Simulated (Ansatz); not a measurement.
Here is a crystal structure:

```
CELL_PARAMETERS angstrom
-1.77833 0.00000 1.69839
1.77833 0.00000 1.69839
0.00000 9.24048 -1.69839
ATOMIC_POSITIONS crystal
Ni 0.00000 0.00000 0.00000
Ni 0.80000 0.80000 0.60000
Ni 0.40000 0.40000 0.80000
Ni 0.60000 0.60000 0.20000
Ni 0.20000 0.20000 0.40000
```

**Interpret the file: composition, symmetry and coordination.**

The element is nickel. Strictly the space group is Fmmm (No. 69, within 0.01 Å). It is a distorted form of a face-centred cubic structure, space group Fm-3m (No. 225) within 0.45 Å: face-centred cubic (Cu type). The cell holds five atoms. The Ni atoms are each bonded to twelve Ni in a cuboctahedral arrangement at 2.46 to 2.56 Å. The bonds build a three-dimensional framework.

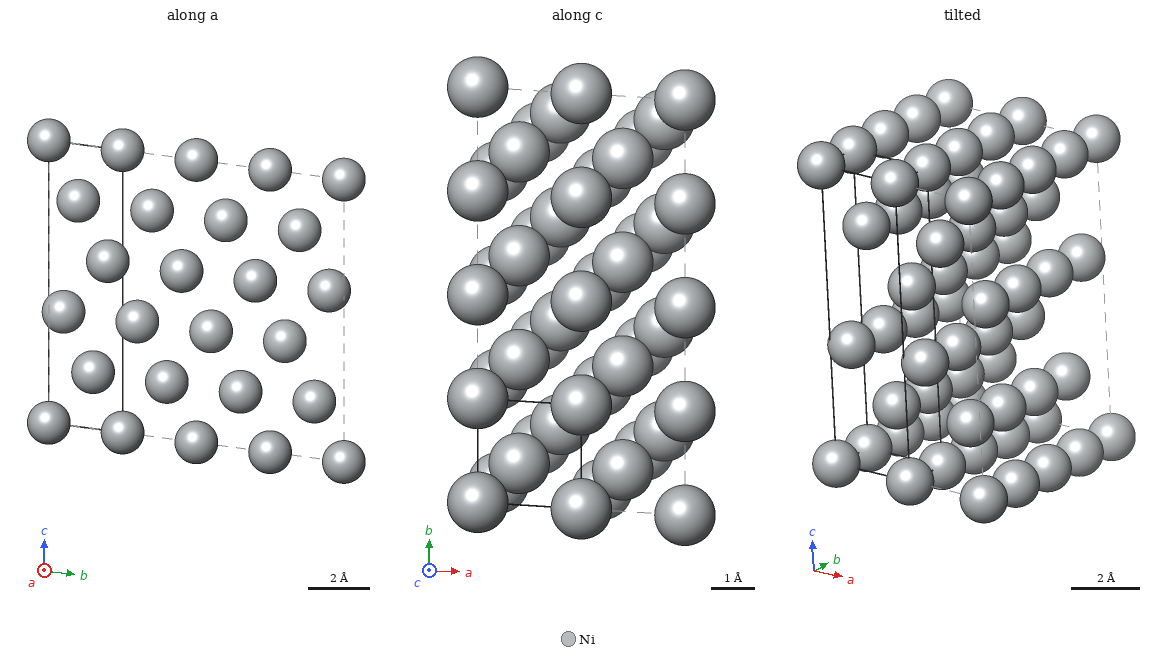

A spheres-only rendering, viewed along the a axis, along the c axis and slightly off an axis. A block of 2×4×1 cells is shown, with one unit cell in solid outline.

The cell started as a structure listed in the Materials Project. The cell was then strained or its atoms displaced on purpose. Ansatz was used for an electronic-structure calculation on it.

At this level of theory the run's own cell isn't at rest (stretched, at -4 GPa), so its distances can differ from those at equilibrium, the more so the softer the solid.
